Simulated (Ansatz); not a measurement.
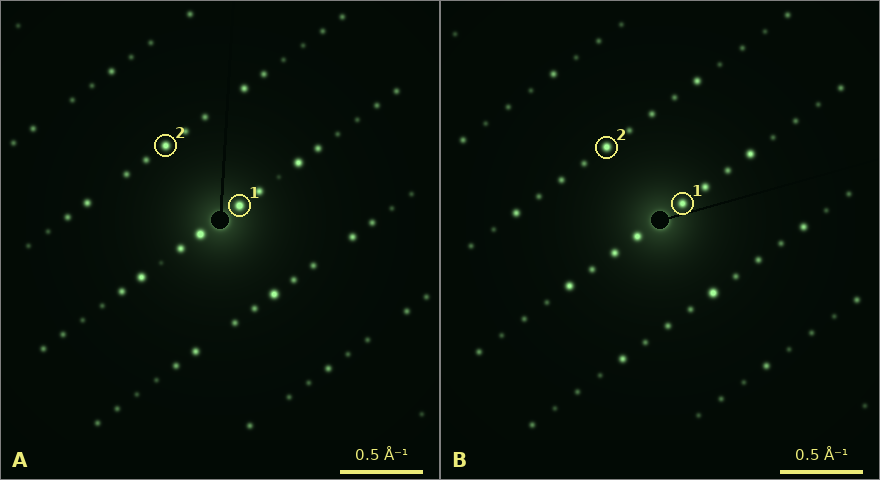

Kinematic electron diffraction patterns (300 kV, B = 0.5 Å², same scale) along [1-10] of the run's own cell, for the start and the end of one relaxation of TiSe2 with DFT PBE, scalar-relativistic, plane waves, PAW in Ansatz 0.2.0. k mesh 12×12×6. The start is a known structure type, and the relaxation ends in the nearest stationary point of its symmetry, not necessarily the ground state. Spot 1 is 0 0 -1 and spot 2 is 1 1 0 in both.

Start structure:

```yaml
crystal:
  lattice:
    - [3.60882, 0.00000, 0.00000]
    - [-1.80441, 3.12533, 0.00000]
    - [0.00000, 0.00000, 5.82178]
  atoms:
    - { symbol: Ti, position: [0.00000, 0.00000, 0.00000] }
    - { symbol: Se, position: [0.33333, 0.66667, 0.25200] }
    - { symbol: Se, position: [0.66667, 0.33333, 0.74800] }
```

> Which pattern belongs to the start structure, and which to the relaxed one?

B is the start: its cell gives d(1) = 5.822 Å, d(2) = 1.804 Å and an angle of 90.0°. A is the relaxed structure, with d(1) = 6.711 Å (+15.3 %), d(2) = 1.772 Å (-1.8 %) and 90.0°.

> Name reflections whose intensity changes strongly on relaxation.

1 1 3 fades out of sight; 0 0 3 goes from 12 to 0.2 % of the strongest spot; 0 0 5 goes from 1.9 to 22 % of the strongest spot; 1 1 5 goes from 1.1 to 12 % of the strongest spot.

> What did the relaxation do to the structure and the energy?

The volume changed by +11.2 % to 24.34 Å³ an atom; with the mean shift removed, the atoms moved by up to 0.15 Å relative to the cell (Se most); the space group stayed P-3m1 (No. 164); the free energy fell by 25 meV an atom. Relaxed cell: a = 3.545 Å, b = 3.545 Å, c = 6.711 Å, α = 90.00°, β = 90.00°, γ = 120.00°.
